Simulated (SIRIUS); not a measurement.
# PbTe: 7 runs along one coordinate

System: PbTe (Fm-3m, 2 atoms in the cell).
Method: Kohn-Sham DFT of a periodic cell, PBEsol, dojo-sr-pbesol-0.4.1-standard, no spin polarisation (SIRIUS 7.12.0).

The 7 runs differ only in the geometry, by an even scaling of the cell at fixed fractional positions. The structure derives from an entry of the Crystallography Open Database.

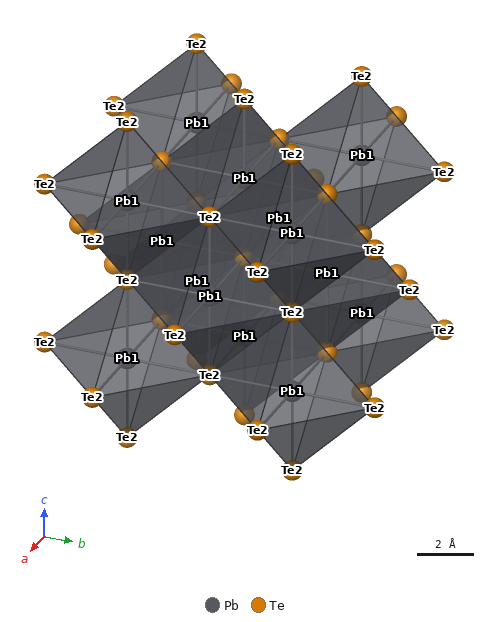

Figure 1. The structure of run 4 (polyhedral view of the cell 4 times as large as that of the calculation, set on its symmetry axes, seen at an oblique angle; polyhedra are completed across the faces of the cell; atoms are numbered from 1 in the order of the input). An atom can appear more than once, as a periodic image.

## Input of run 4
```
{
  "control": {
    "processing_unit": "cpu",
    "verbosity": 2,
    "num_bands_to_print": 23,
    "print_forces": true,
    "print_stress": true
  },
  "parameters": {
    "electronic_structure_method": "pseudopotential",
    "xc_functionals": ["XC_GGA_X_PBE_SOL", "XC_GGA_C_PBE_SOL"],
    "gk_cutoff": 9.0,
    "pw_cutoff": 18.0,
    "ngridk": [7, 7, 7],
    "shiftk": [0, 0, 0],
    "smearing": "fermi_dirac",
    "smearing_width": 0.0018374661,
    "num_bands": 23,
    "num_mag_dims": 0,
    "num_dft_iter": 100,
    "energy_tol": 1e-08,
    "density_tol": 1e-06
  },
  "iterative_solver": {
    "type": "davidson",
    "min_tolerance": 1e-10
  },
  "mixer": {
    "type": "anderson",
    "beta": 0.7,
    "max_history": 8
  },
  "settings": {
    "tol_ne": 1e-10,
    "pseudo_grid_cutoff": 6.5
  },
  "unit_cell": {
    "lattice_vectors": [
      [0.0, 6.105705108666, 6.105705108666],
      [6.105705108666, 0.0, 6.105705108666],
      [6.105705108666, 6.105705108666, 0.0]
    ],
    "atom_coordinate_units": "lattice",
    "atom_types": ["Pb", "Te"],
    "atom_files": {
      "Te": "Te.json",
      "Pb": "Pb.json"
    },
    "atoms": {
      "Pb": [
        [0.0, 0.0, 0.0]
      ],
      "Te": [
        [0.5, 0.5, 0.5]
      ]
    }
  }
}
```

Command:
```bash
upf_to_json Te.upf
upf_to_json Pb.upf
OMP_NUM_THREADS=1 sirius.scf --input=sirius.json --output=out.json --task=0
```

Lattice vectors (Å) and fractional positions of run 4:
```
   0.000000    3.231000    3.231000
   3.231000    0.000000    3.231000
   3.231000    3.231000    0.000000
Pb  0.000000  0.000000  0.000000
Te  0.500000  0.500000  0.500000
```

Run 3 differs from it as follows:
```diff
-      [0.0, 6.105705108666, 6.105705108666],
-      [6.105705108666, 0.0, 6.105705108666],
-      [6.105705108666, 6.105705108666, 0.0]
+      [0.0, 6.064725987394, 6.064725987394],
+      [6.064725987394, 0.0, 6.064725987394],
+      [6.064725987394, 6.064725987394, 0.0]
```

## Results, with one run withheld

```tsv
run	volume per atom (Å³)	free energy per atom, from the lowest run given (meV)	pressure (GPa)	gap on the mesh (eV)
1	31.706	13.64	2.69	0.87
2	32.380	4.70	1.55	0.90
3	33.055	?	?	?
4	33.730	0.00	−0.39	0.96
5	34.404	3.33	−1.21	0.99
6	35.079	9.91	−1.94	1.01
7	35.753	19.41	−2.59	1.03
```

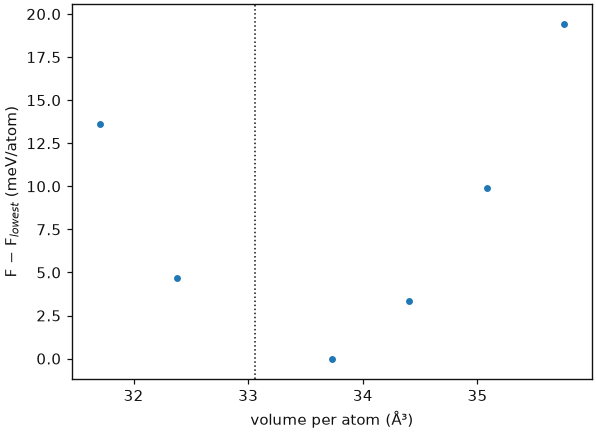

Figure 2. Free energy per atom of the runs given; the dotted line marks run 3.

Estimate the energy of run 3 from the others.

A cubic polynomial in V^(−2/3) (the Birch–Murnaghan form), fitted to the 6 runs given, misses them by at most 0.01 meV per atom. With x = V^(−2/3) − 0.09567 Å⁻², it reads F = 0.16448 − 1507.8 x + 1.1301e+06 x² + 3.2096e+06 x³ (meV per atom). At run 3 it gives 0.31 meV per atom, and the run itself gives 0.32. The slope of the fit gives a pressure −dF/dV of 0.54 GPa there, and the run prints 0.53 GPa. The fit has its minimum at 33.444 Å³ per atom, where V d²F/dV² gives 44.9 GPa: the bulk modulus at this level, since symmetry fixes the shape and the positions. The gap on the mesh goes, without turning, from 0.87 eV in run 1 to 1.03 eV in run 7; run 3 has 0.93 eV. These are gaps of this functional on this mesh, which can miss the band edges; they aren't the measured gap.

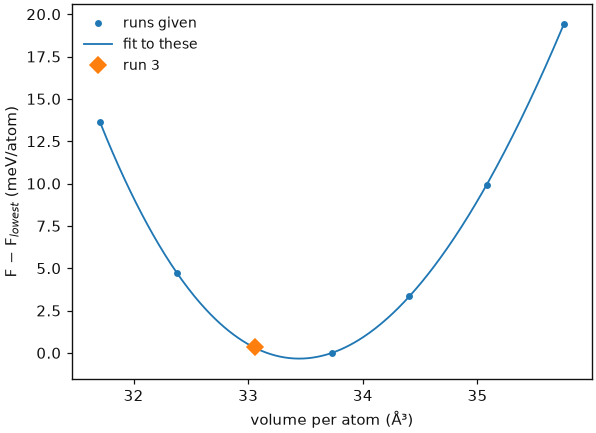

Figure 3. The fit and the withheld run.

## Some lines of the output (run 3)
```
[...]
[find] Efermi                         :       0.35122500
[find] Total energy                   :    -174.97578616 (Ha),    -349.95157231 (Ry)
[find] Free energy (E-TS)             :    -174.97578634 (Ha),    -349.95157268 (Ry)
[find] band gap (eV)                  :       0.93302098
[find] Efermi                         :       0.35122510
[find] Total energy                   :    -174.97578617 (Ha),    -349.95157233 (Ry)
[find] Free energy (E-TS)             :    -174.97578635 (Ha),    -349.95157270 (Ry)
[find] band gap (eV)                  :       0.93302089
[find] Efermi                         :       0.35122577
[find] band gap (eV)                  :       0.93301324
[find] Efermi                         :       0.35122570
[find] Total energy                   :    -174.97578617 (Ha),    -349.95157234 (Ry)
[find] band gap (eV)                  :       0.93301561
[find] Efermi                         :       0.35122561
```

Notes: Spin–orbit coupling is left out, which matters for Pb.
